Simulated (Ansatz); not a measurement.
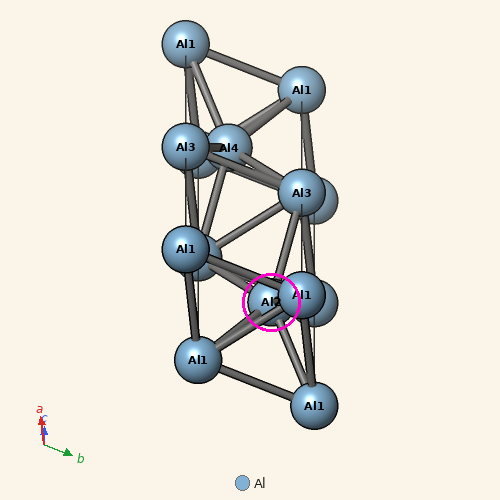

Four computed energy maps of cells of Al. The picture above is the structure of the first map.

Map 1

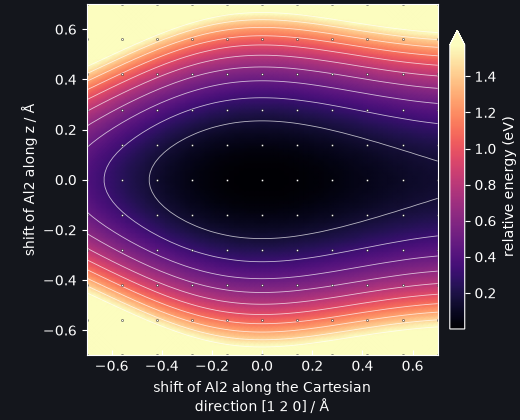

Al (P6_3/mmc, No. 194; 4 atoms in the cell). One atom moved over a plane, all else fixed (x along [1 0 0], y along [1 2 0], z along [0 0 1] of the conventional cell). First axis: shift of Al2 along the Cartesian direction [1 2 0]. Second axis: shift of Al2 along z. Nothing is relaxed (all other atoms fixed). The grid has 11 × 11 points; 66 points were computed and 55 follow by symmetry. Points are written as (first, second). All energies are given in eV per cell relative to the lowest grid point. Theory: DFT PBE+D3(BJ), scalar-relativistic, plane waves, PAW in Ansatz. Settings: cutoff 420 eV, k-mesh 18×18×4 in the order of the run's cell vectors, gaussian smearing 0.15 eV, no spin polarisation.

In the figure: a smooth colour map with a few white contour lines, dots at the grid points, one colour for all values above the top of the scale. Between grid points the surface is interpolated.

Map 2

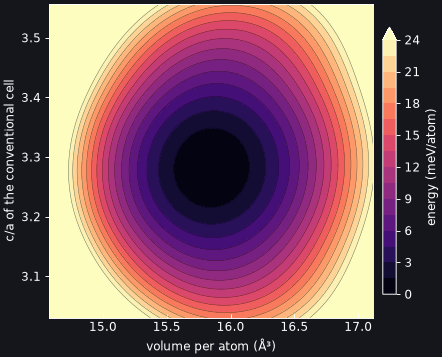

Al (P6_3/mmc, No. 194; 4 atoms in the cell). 
- The energy is mapped over volume and the cell's shape.
- First axis: volume per atom. Second axis: c/a of the conventional cell.
- Nothing is relaxed (symmetry fixes all fractional coordinates).
- Grid: 9 × 9 points.
- Points are written as (first, second).
- All energies are given in meV/atom relative to the lowest grid point.
- Level of theory: Ansatz, DFT PBE+D3(BJ), scalar-relativistic, plane waves, PAW. Settings: cutoff 420 eV, k-mesh 18×18×6 in the order of the run's cell vectors, gaussian smearing 0.15 eV, no spin polarisation.

Drawn: filled contours, one colour for all values above the top of the scale. Between grid points the surface is interpolated.

Map 3

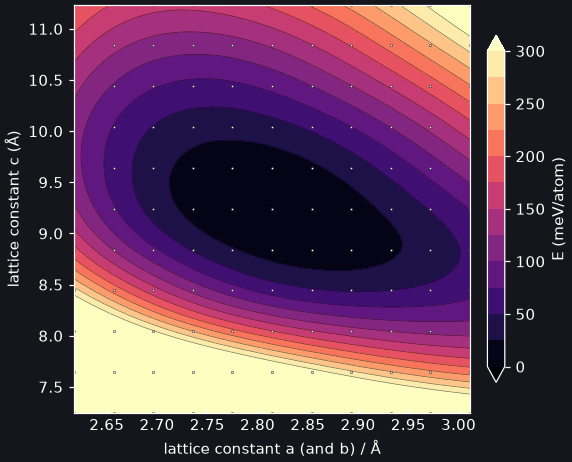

Al (P6_3/mmc, No. 194; 4 atoms in the cell). The energy is mapped over the lattice constants a and c of the conventional cell. The first coordinate is: lattice constant a (and b); the second: lattice constant c. Nothing is relaxed (symmetry fixes all fractional coordinates). The scan uses an 11 × 11 grid. Points are written as (first, second). Energies: meV/atom, counted from the lowest grid point. Level of theory: Ansatz 0.2.0, DFT PBE+D3(BJ), scalar-relativistic, plane waves, PAW. Settings: cutoff 420 eV, k-mesh 18×18×4 in the order of the run's cell vectors, gaussian smearing 0.15 eV, no spin polarisation.

In the figure: filled contours, dots at the grid points, one colour for all values above the top of the scale. Between grid points the surface is interpolated.

Map 4

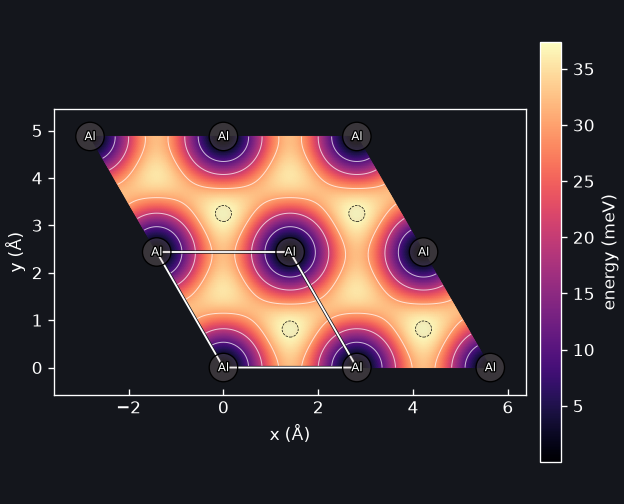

H on an Al(001) slab cut from the P6_3/mmc phase, its upper half relaxed before the scan (36 atoms of substrate and one adsorbate in a 2 × 2 cell). H is moved over the surface cell at a fixed height above a rigid substrate; the origin of the map has the adsorbate above Al33; the height is held at 3.40 Å. Places are given modulo a cell vector. The map is drawn in real space over the plane of the surface. The scan uses a 6 × 6 grid; 10 points were computed and 26 follow by symmetry. Places are given in fractions of the 1 × 1 surface cell. Energies are in meV, from the lowest grid point. The runs have no spin polarisation, so an open-shell adsorbate far from the surface lies too high. At a fixed height the lowest place need not be the adsorption site. This map comes from DFT PBE+D3(BJ), scalar-relativistic, plane waves, PAW (Ansatz). Settings: cutoff 420 eV, k-mesh 6×6×1, gaussian smearing 0.1 eV, no spin polarisation.

In the figure: a smooth colour map with a few white contour lines, labelled circles for the atoms of the top layer and small ones for the second layer, the outline of one cell of the 2 × 2 shown. Between grid points the surface is interpolated.

Q: Summarise the maps one by one.

A: Map 1: The lowest grid point is at (0.00 Å, 0.00 Å). No other kind of well shows on this grid. The highest grid point, (−0.70 Å, −0.70 Å), lies 3.81 eV above the lowest. Near the minimum the curvatures are about 1.3 and 5.6 eV/Å² along the soft and the stiff direction.
Map 2: The lowest grid point is at (15.848 Å³, 3.283). No other kind of well shows on this grid. The highest grid point, (14.580 Å³, 3.558), lies 58.6 meV/atom above the lowest. Round the minimum the two coordinates are nearly uncoupled.
Map 3: The lowest grid point is at (2.814 Å, 9.241 Å). No other kind of well shows on this grid. The highest grid point, (2.617 Å, 7.245 Å), lies 1098 meV/atom above the lowest. Round the minimum the valley is somewhat tilted: raising lattice constant a (and b) shifts the best value of lattice constant c downwards (coupling k₁₂/√(k₁₁k₂₂) about 0.5).
Map 4: The lowest grid point is at the top site over a surface Al atom, (0/6, 0/6) of the cell vectors. No other kind of well shows on this grid. The highest grid point, a threefold hollow over a second-layer Al atom, (4/6, 2/6) of the cell vectors, lies 37.4 meV above the lowest. On the interpolated surface the easiest way out of the lowest well to its copy in the next cell or period passes a barrier of about 32 meV. At the lowest point the adsorbate has 1 Al at 3.40 Å as nearest neighbours, at the highest 3 Al at 3.77 Å.

Q: Maps 1, 2, 3 start from a relaxed reference structure. Do they show a way to lower its energy?

A: No. In each of them the reference is the lowest point, within the accuracy of the grid, so it is stable against the distortions scanned (other distortions weren't tried).

PAW datasets: the set soft_1.
